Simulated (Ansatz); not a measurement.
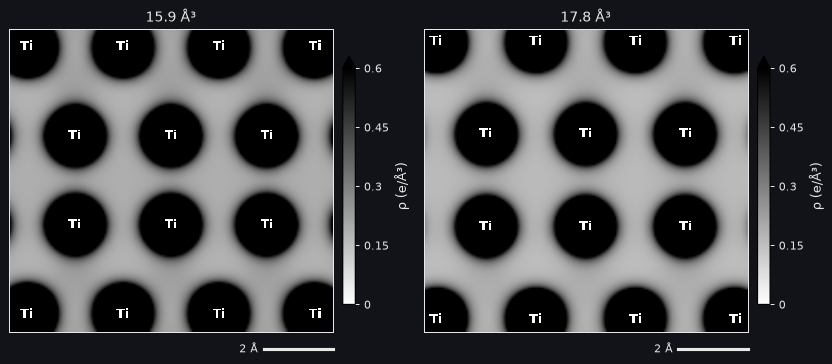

Ti. The valence pseudo-density of cells scaled evenly to different volumes (given per atom above each panel), on the (110) plane of each (indices in the axes of the cell below), at one length scale and on one colour scale.

A generated structure, not necessarily the stable one; computed without spin polarisation.

The calculation used Ansatz 0.2.0, DFT, LDA (PW92), plane waves (420 eV) with PAW, scalar-relativistic.

Core electrons are frozen (PAW), and the valence fields are smoothed inside the atomic spheres.

The largest cell:

```
Ti
1.0
     4.62517    0.00000    0.00000
    -2.31259    4.00552    0.00000
     0.00000    0.00000    2.87642
Ti
3
Direct
  0.00000 0.00000 0.00000
  0.33333 0.66667 0.50000
  0.66667 0.33333 0.50000
```

| volume (Å³/atom) | Ti–Ti contact in the plane (Å) | ρ at its midpoint (e/Å³) | pressure (GPa) | 
| --- | --- | --- | --- |
| 15.86 | 2.571 | 0.243 | 0.0 | 
| 17.13 | 2.638 | ? | ? | 
| 17.76 | 2.670 | 0.209 | −11.8 | 

Q: Estimate the missing row, and compare with the calculation.

A: Over the known rows ln ρ falls by 1.52 per Å of Ti–Ti distance (the line through the two), which gives 0.219 e/Å³ at 2.638 Å; the calculation gives 0.220 e/Å³. For the pressure, a straight line in volume between the neighbouring rows gives −7.9 GPa; the calculation gives −8.6, lower because pressure rises ever faster on compression.
